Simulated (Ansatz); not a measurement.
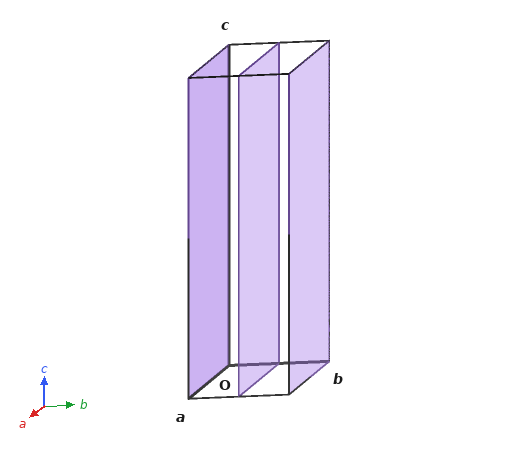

For MgO, the end point of a relaxation with Ansatz, DFT PBE, scalar-relativistic, plane waves, PAW; the starting structure was generated, so it need not be a known form of this composition: every member of one family of equally spaced planes, hx + ky + lz = a whole number, that cuts the unit cell is shaded (one member passes through the origin O). Symmetry computed with spglib at a tolerance of 0.002 Å; standard conventional cell.

a = 2.984 Å, b = 2.984 Å, c = 10.144 Å, α = 90.00°, β = 90.00°, γ = 120.00°.

Which (hkl) family is drawn?

Answer. (0 2 0), in four indices (0 2 −2 0); the opposite sign names the same planes. The member next to the origin meets the axes a never, b at 1/2, c never.

What is the spacing?

Answer. d = 1.292 Å.
